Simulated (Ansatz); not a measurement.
Single-point calculation of Ta12N (part 2 of 2)

Ta12N (slab, 13 atoms in the cell); DFT PBE+D3(BJ), scalar-relativistic, plane waves, PAW, PAW set soft_1, no spin polarisation (Ansatz 0.2.0); cutoff 420 eV, 6×6×1 k-mesh, Gaussian smearing of 0.1 eV. The structure derives from an entry of the Crystallography Open Database.

Geometry of the input (Å; fractional positions):
```
5.9136  0.0000  0.0000
-2.9568  5.1213  0.0000
0.0000  0.0000  22.1284
Ta 0.3333  0.1667  0.1808
Ta 0.3333  0.6667  0.1808
Ta 0.8333  0.1667  0.1808
Ta 0.8333  0.6667  0.1808
Ta 0.1667  0.3333  0.2899
Ta 0.1667  0.8333  0.2899
Ta 0.6667  0.3333  0.2899
Ta 0.6667  0.8333  0.2899
Ta 0.0000  0.0000  0.3990
Ta 0.0000  0.5000  0.3990
Ta 0.5000  0.0000  0.3990
Ta 0.5000  0.5000  0.3990
N  0.0000  0.0000  0.5481
```

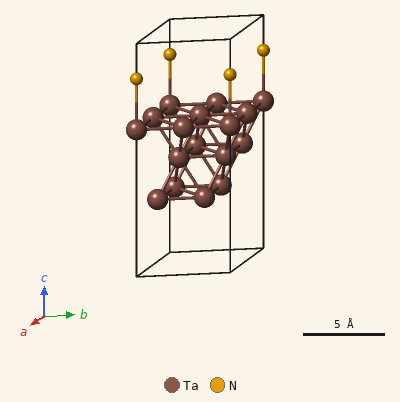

Figure 1. The structure (ball-and-stick view of the cell of the calculation, with the vacuum cut short, seen slightly off an axis). An atom can appear more than once, as a periodic image.

### Output, continued
```
--- Forces (eV/Å), atoms counted from 1 ---
  atom   1  Ta    -0.00925769    -0.00534493    -0.12934482
  atom   2  Ta    -0.00000000    -0.00000000    -0.11930044
  atom   3  Ta     0.00925769    -0.00534493    -0.12934482
  atom   4  Ta    -0.00000000     0.01068986    -0.12934482
  atom   5  Ta    -0.00000000     0.01130557    -0.02881314
  atom   6  Ta     0.00979091    -0.00565278    -0.02881314
  atom   7  Ta     0.00000000     0.00000000     0.05842135
  atom   8  Ta    -0.00979091    -0.00565278    -0.02881314
  atom   9  Ta     0.00000000     0.00000000     2.01941136
  atom  10  Ta    -0.04892096    -0.02824453     0.23426963
  atom  11  Ta    -0.00000000     0.05648906     0.23426963
  atom  12  Ta     0.04892096    -0.02824453     0.23426963
  atom  13  N     -0.00000000    -0.00000000    -2.18687661
  max |Σ_I F_I| component: 9.37e-6 eV/Å
--- Band table (eV; the first three rows and the last of 7) ---
  k-point 0: bands = ["-65.2915", "-65.2252", "-65.2252", "-65.2196", "-65.2025", "-65.1337", "-65.1337", "-65.1304", "-65.0798", "-65.0276", "-65.0147", "-65.0147", "-32.1911", "-32.1911", "-32.1733", "-32.1430", "-32.1173", "-32.1173", "-32.1002", "-32.0625", "-32.0625", "-32.0619", "-31.8443", "-31.7452", "-31.7452", "-31.7128", "-31.6270", "-31.6270", "-31.6190", "-31.5261", "-31.5079", "-31.5079", "-31.4300", "-31.4274", "-31.4274", "-31.3860", "-31.3811", "-31.3811", "-31.3279", "-31.3007", "-31.3007", "-31.2978", "-31.2907", "-31.2907", "-31.2190", "-31.2190", "-31.1295", "-31.1295", "-8.8984", "-5.0616", "-3.4463", "-2.4083", "-1.6874", "-1.6874", "-1.6842", "-1.5335", "-1.5335", "-1.5287", "-0.8148", "-0.8148", "-0.8102", "-0.5566", "-0.5566", "-0.5551", "0.7134", "0.7146", "0.7146", "1.7365", "2.0064", "2.0064", "2.0124", "2.0488", "2.4080", "2.4743", "2.4743", "2.5868", "2.6798", "2.6798", "2.8071", "2.8767", "2.8767", "3.1856", "3.1856", "3.2659", "3.2711", "3.2711", "3.3579", "3.3579", "3.5909", "3.6225", "3.6835", "3.6835", "4.4026", "4.4249", "4.4249", "5.0066", "5.0233"]
  k-point 1: bands = ["-65.2870", "-65.2289", "-65.2252", "-65.2205", "-65.1978", "-65.1378", "-65.1338", "-65.1311", "-65.0760", "-65.0291", "-65.0171", "-65.0147", "-32.1611", "-32.1528", "-32.1306", "-32.1256", "-32.0913", "-32.0849", "-32.0680", "-32.0336", "-32.0331", "-32.0116", "-31.8413", "-31.7675", "-31.7553", "-31.7304", "-31.6199", "-31.6188", "-31.6088", "-31.5521", "-31.5379", "-31.4983", "-31.4745", "-31.4744", "-31.4149", "-31.3805", "-31.3697", "-31.3660", "-31.3639", "-31.3314", "-31.3282", "-31.3240", "-31.3090", "-31.2856", "-31.2557", "-31.2338", "-31.1851", "-31.1404", "-8.8978", "-4.8140", "-3.1966", "-2.1431", "-1.8067", "-1.5225", "-1.5203", "-1.4700", "-1.3405", "-1.3373", "-0.7259", "-0.5614", "-0.5583", "-0.4117", "-0.3974", "-0.3964", "0.7566", "0.7574", "0.7827", "1.6685", "1.9254", "2.0183", "2.0533", "2.0823", "2.2844", "2.3579", "2.3752", "2.4225", "2.4527", "2.5008", "2.5748", "2.7775", "3.0342", "3.0982", "3.1077", "3.1214", "3.2098", "3.3184", "3.3474", "3.3492", "3.3995", "3.4227", "3.5420", "3.5912", "3.8698", "4.0441", "4.0504", "4.6936", "4.7337"]
  k-point 2: bands = ["-65.2747", "-65.2408", "-65.2253", "-65.2211", "-65.1852", "-65.1503", "-65.1338", "-65.1314", "-65.0659", "-65.0358", "-65.0205", "-65.0147", "-32.0865", "-32.0784", "-32.0750", "-32.0310", "-32.0223", "-32.0132", "-31.9830", "-31.9632", "-31.9621", "-31.8742", "-31.8390", "-31.7943", "-31.7869", "-31.7678", "-31.6238", "-31.6101", "-31.6037", "-31.5957", "-31.5811", "-31.5467", "-31.5460", "-31.5284", "-31.4599", "-31.4571", "-31.4126", "-31.4123", "-31.3784", "-31.3509", "-31.3505", "-31.3447", "-31.3411", "-31.3305", "-31.2890", "-31.2735", "-31.2551", "-31.1706", "-8.8968", "-4.1268", "-2.5287", "-2.2977", "-1.4348", "-1.4061", "-1.1264", "-1.1239", "-0.8701", "-0.8670", "-0.5467", "0.0002", "0.0004", "0.0034", "0.1661", "0.1672", "0.8367", "0.8379", "0.9649", "1.3064", "1.5759", "1.6137", "1.6336", "1.7678", "1.8435", "2.2137", "2.2465", "2.2632", "2.3708", "2.4255", "2.4447", "2.4903", "2.5263", "2.5964", "2.6746", "2.7235", "2.8238", "2.8939", "2.9130", "3.1414", "3.2388", "3.2559", "3.5629", "3.5983", "3.6965", "3.7431", "4.2711", "4.3478", "4.3912"]
  k-point 6: bands = ["-65.2508", "-65.2508", "-65.2457", "-65.2146", "-65.1603", "-65.1600", "-65.1568", "-65.1237", "-65.0526", "-65.0370", "-65.0369", "-65.0104", "-31.9986", "-31.9946", "-31.9833", "-31.9528", "-31.9392", "-31.9355", "-31.8875", "-31.8868", "-31.8774", "-31.8235", "-31.8093", "-31.7907", "-31.7817", "-31.7711", "-31.7710", "-31.7124", "-31.7112", "-31.7106", "-31.5789", "-31.5533", "-31.5522", "-31.5420", "-31.5302", "-31.4690", "-31.4679", "-31.4476", "-31.3797", "-31.3770", "-31.3761", "-31.3752", "-31.3306", "-31.3283", "-31.3278", "-31.2782", "-31.2742", "-31.2713", "-8.8960", "-2.6088", "-2.6085", "-2.6077", "-1.2432", "-1.2417", "-1.2416", "0.0106", "0.0392", "0.0638", "0.0651", "0.0655", "0.0663", "0.7260", "0.7344", "0.7353", "0.7890", "0.8006", "0.9463", "0.9513", "0.9534", "1.0145", "1.0291", "1.0311", "1.6848", "1.7068", "1.7120", "1.7129", "1.7290", "1.7313", "1.9218", "2.2201", "2.2608", "2.2902", "2.3801", "2.4199", "2.5442", "2.5935", "3.1865", "3.2129", "3.2515", "3.6041", "3.6078", "3.6199", "3.9970", "4.0137", "4.0952", "4.4851", "4.5007"]
```

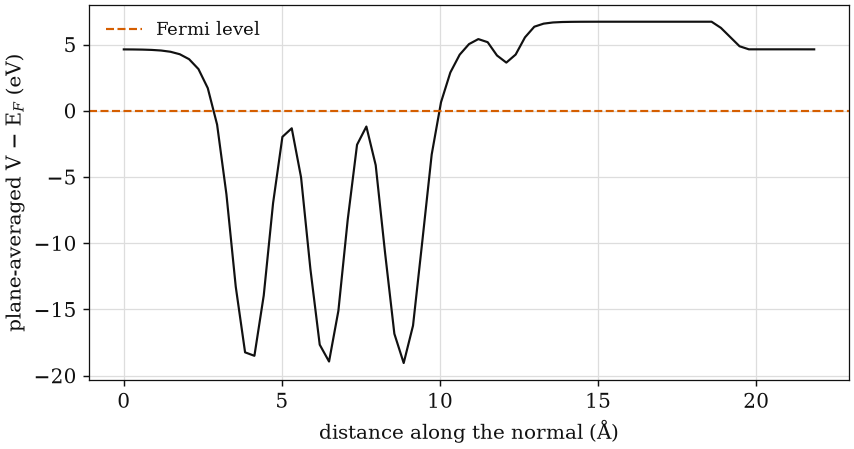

Figure 2. Plane average of the electrostatic potential energy of an electron across the cell, from the Fermi level. The vacuum level lies 6.73 eV above the Fermi level on the upper side and 4.65 eV on the lower.

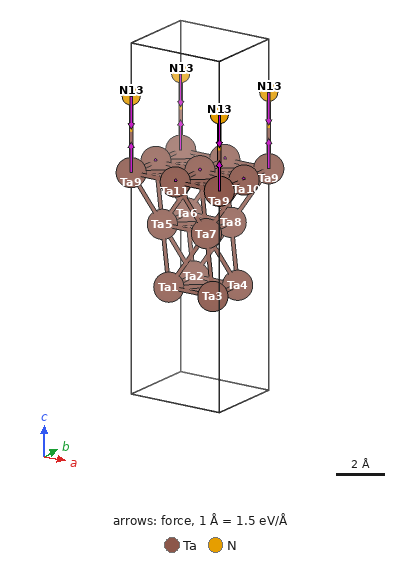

Figure 3. Forces on the atoms as pink arrows (ball-and-stick view of the cell of the calculation, with the vacuum cut short, seen slightly off an axis; atoms are numbered from 1 in the order of the input); the smallest are left out. The largest act on N13 (2.19 eV/Å); Ta9 (2.02 eV/Å). The geometry is not a stationary point of this energy.

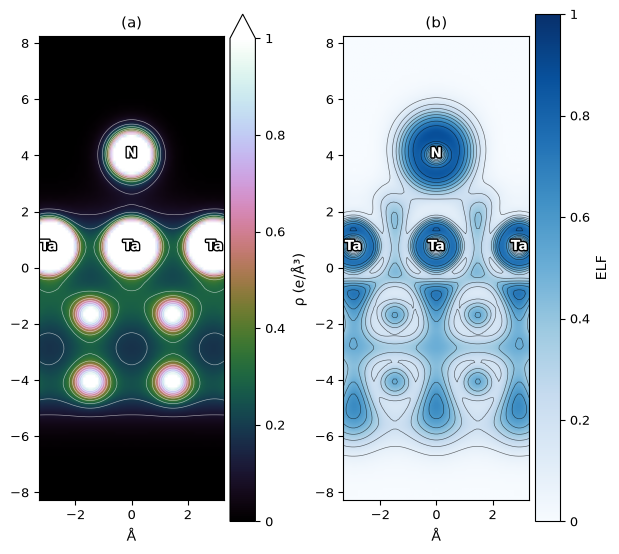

Figure 4. (a) valence electron density; (b) electron localisation function on the (11̄0) plane of the calculation cell, a cut from vacuum to vacuum. Atoms in the plane: Ta and N. Ta–Ta (2.96 Å): the density is about 0.29 e/Å³ at the midpoint; the ELF is about 0.35 at the midpoint; no localised pair between them. The density dies away to nearly zero in the vacuum. The strong features right at Ta lie inside the PAW spheres (semicore, d or f shells) and say nothing about bonding. The fields are those of the smooth PAW valence density.

### Summary

```json
{"quantity": "outcome", "value": "converged"}
{"quantity": "electrons treated", "value": "161"}
{"quantity": "free energy", "value": "−119569.6210 eV"}
{"quantity": "work function, top face", "value": "6.73 eV"}
{"quantity": "work function, bottom face", "value": "4.65 eV"}
{"quantity": "Fermi energy", "value": "2.517 eV"}
{"quantity": "gap on the k-point mesh", "value": "none (metallic)"}
{"quantity": "work function (upper face)", "value": "6.73 eV"}
{"quantity": "largest force (length of the vector)", "value": "2.187 eV/Å"}
{"quantity": "wall time", "value": "66 s (CPU time 2.2 min)"}
{"quantity": "peak memory", "value": "1.1 GiB"}
```

### Notes

Warnings of the run: the exchange-correlation potential is rough where the density is thin. Spin–orbit coupling is left out, which matters for Ta. The cell holds an odd number of electrons but the run has no spin polarisation, so a band is left half filled.
